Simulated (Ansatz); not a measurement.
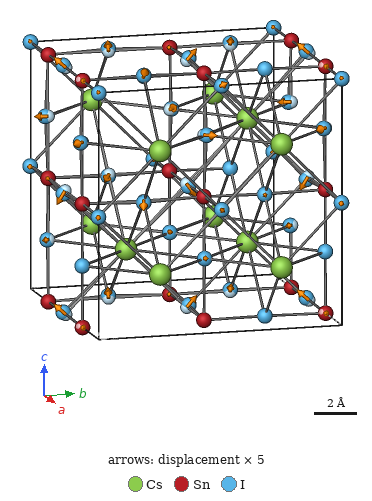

A relaxation of a defect cell of composition Cs$_{7}$Sn$_{8}$I$_{24}$ (cell charge −1). The starting structure is drawn faded, the final one solid; orange arrows show the displacements, magnified 5 times.

The picture is a ball-and-stick view of the cell of the calculation, reduced to other axes (origin shifted), seen slightly off an axis. Lengths and directions refer to the drawn axes.

Theory: Ansatz 0.2.0, DFT, PBEsol, PAW, plane waves.

Input file:
```yaml
crystal:
  lattice:
    - [12.314462, 0.000000, 0.000000]
    - [0.000000, 12.314462, 0.000000]
    - [0.000000, 0.000000, 12.314462]
  atoms:
    - { symbol: Cs, position: [0.000477, 0.998728, 0.998832] }
    - { symbol: Cs, position: [0.000770, 0.999943, 0.500002] }
    - { symbol: Cs, position: [0.000792, 0.499793, 0.999777] }
    - { symbol: Cs, position: [0.998771, 0.497855, 0.501607] }
    - { symbol: Cs, position: [0.500169, 0.001890, 0.001746] }
    - { symbol: Cs, position: [0.500504, 0.999425, 0.501227] }
    - { symbol: Cs, position: [0.499796, 0.499777, 0.001416] }
    - { symbol: Sn, position: [0.251408, 0.250936, 0.251096] }
    - { symbol: Sn, position: [0.247317, 0.254121, 0.751314] }
    - { symbol: Sn, position: [0.249802, 0.753424, 0.251872] }
    - { symbol: Sn, position: [0.249322, 0.752423, 0.750719] }
    - { symbol: Sn, position: [0.748003, 0.250124, 0.252887] }
    - { symbol: Sn, position: [0.751404, 0.250771, 0.752391] }
    - { symbol: Sn, position: [0.750027, 0.752426, 0.251707] }
    - { symbol: Sn, position: [0.752749, 0.751965, 0.751103] }
    - { symbol: I, position: [0.250999, 0.249434, 0.999050] }
    - { symbol: I, position: [0.249545, 0.250284, 0.500410] }
    - { symbol: I, position: [0.251364, 0.751421, 0.999640] }
    - { symbol: I, position: [0.249472, 0.748747, 0.499677] }
    - { symbol: I, position: [0.748246, 0.249833, 0.002225] }
    - { symbol: I, position: [0.749899, 0.249747, 0.501548] }
    - { symbol: I, position: [0.749526, 0.753500, 0.999002] }
    - { symbol: I, position: [0.748967, 0.749057, 0.499552] }
    - { symbol: I, position: [0.999466, 0.250510, 0.249002] }
    - { symbol: I, position: [0.002576, 0.252882, 0.749230] }
    - { symbol: I, position: [0.001481, 0.750803, 0.249012] }
    - { symbol: I, position: [0.000713, 0.752302, 0.751738] }
    - { symbol: I, position: [0.498782, 0.247204, 0.251453] }
    - { symbol: I, position: [0.501796, 0.250153, 0.751117] }
    - { symbol: I, position: [0.497486, 0.750638, 0.249330] }
    - { symbol: I, position: [0.498653, 0.748607, 0.748199] }
    - { symbol: I, position: [0.250379, 0.001695, 0.251796] }
    - { symbol: I, position: [0.252196, 0.995354, 0.747840] }
    - { symbol: I, position: [0.251474, 0.498778, 0.251726] }
    - { symbol: I, position: [0.250057, 0.500441, 0.750476] }
    - { symbol: I, position: [0.752494, 0.997481, 0.251794] }
    - { symbol: I, position: [0.750786, 0.000414, 0.747956] }
    - { symbol: I, position: [0.750724, 0.500229, 0.251466] }
    - { symbol: I, position: [0.748306, 0.501029, 0.750899] }
  symmetry: { detect: false }
kpoints:
  mp_grid: { grid: [1, 1, 1], shift: [0.25, 0.25, 0.25] }
hamiltonian:
  xc: pbesol
total_charge: -1
scf:
  occupations: { method: fermi_dirac, width: 0.01 }
relax:
  f_tol: 0.03
  max_steps: 80
  escape_saddle: false
  adjacent_minimum: "off"
output:
  forces: true
  eigenvalues: true
  populations: true
  charged_corrections: { epsilon: 30 }
```

Command:
```bash
ansatz run in.yaml --threads 8 --pin off --max-ram 118750MiB --runs-dir r --events-out ev --progress --plain --backend cuda --devices 0, --max-vram 170GiB
```

Which element moves most?

Iodine: up to 0.17 Å, against 0.06 Å for tin.

What happened in the run?

The largest moves, 0.17 Å, are those of I31 and I34. I34 goes roughly along [1 2 −3]. Largest moves by element: I 0.17 Å, Sn 0.06 Å, Cs 0.02 Å. The cell stays as it was. Near-neighbour distances that change, for instance: Cs5–I31 4.413 → 4.235 Å, Cs3–I34 4.377 → 4.203 Å, Cs3–I38 4.369 → 4.200 Å, Cs2–I23 4.377 → 4.215 Å. Among the angles between lasting bonds that change: I23–Sn15–I31 88.5° → 94.1°, Sn12–I21–Sn13 179.7° → 174.4°, Sn8–I17–Sn9 179.0° → 174.0°. After 4 geometry steps the energy has fallen by 0.172 eV per cell of the calculation. The largest force component goes from 0.31 to 0.013 eV/Å. The run took 5.1 s on 1 × NVIDIA GB200 with 8 threads of Arm Neoverse-V2, peak memory 2.2 GiB.

Limits of the set-up: the cell is charged, on a uniform background, and energies carry no finite-size correction.
